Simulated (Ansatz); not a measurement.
System LiNbO₃ (space group R3c, No. 161); source of the atomic positions: the geometry relaxed (final pressure about 1.5 GPa) with Ansatz 0.2.0, DFT, PAW plane waves, r2scan.

```cif
data_structure
_symmetry_space_group_name_H-M 'R3c:H'
_symmetry_Int_Tables_number 161
_cell_length_a 5.1228
_cell_length_b 5.1228
_cell_length_c 13.7916
_cell_angle_alpha 90.000
_cell_angle_beta 90.000
_cell_angle_gamma 120.000
_cell_volume 313.45
loop_
_atom_site_label
_atom_site_type_symbol
_atom_site_symmetry_multiplicity
_atom_site_Wyckoff_symbol
_atom_site_fract_x
_atom_site_fract_y
_atom_site_fract_z
_atom_site_occupancy
Li1 Li 6 a 0.66667 0.33333 0.05574 1
Nb1 Nb 6 a 0.00000 0.00000 0.00445 1
O1 O 18 b 0.01105 0.37665 0.27461 1
```

Bonds are taken as Li–O below 2.5 Å and Nb–O below 2.4 Å; no other contact counts. Simplification: prune 0- and 1-connected atoms, fold 2-connected ones into links.

What net does this leave?

The result is a binodal (4,6)-connected, three-periodic net: O is a 4-connected node; Li and Nb are 6-connected nodes, in the ratio 3:2. It is the cor net, known from corundum. It is a single net, without interpenetration.

```csv
node,links,point symbol,coordination sequence
O,4,4³·6³,4 16 26 66 70 150 136 264 224 414
Li and Nb,6,4⁶·6⁹,6 13 39 46 105 101 204 178 336 277
```

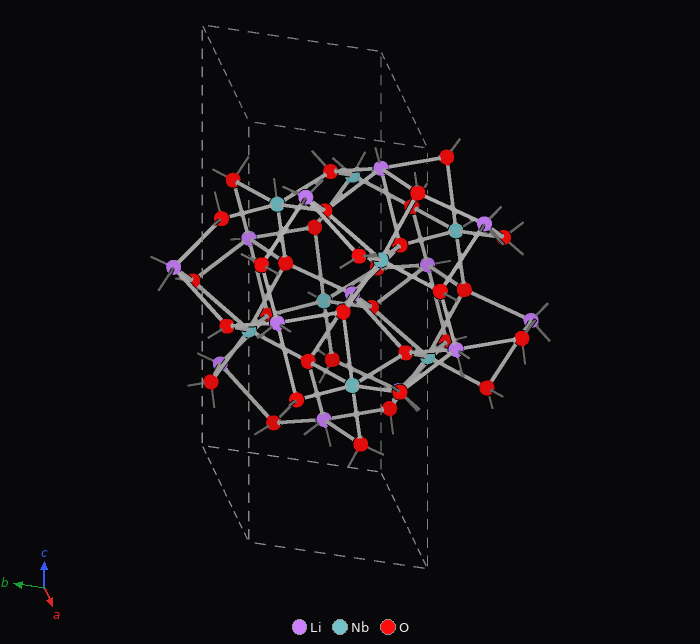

Nodes are coloured by element. Edges to nodes outside the piece are drawn as stubs.
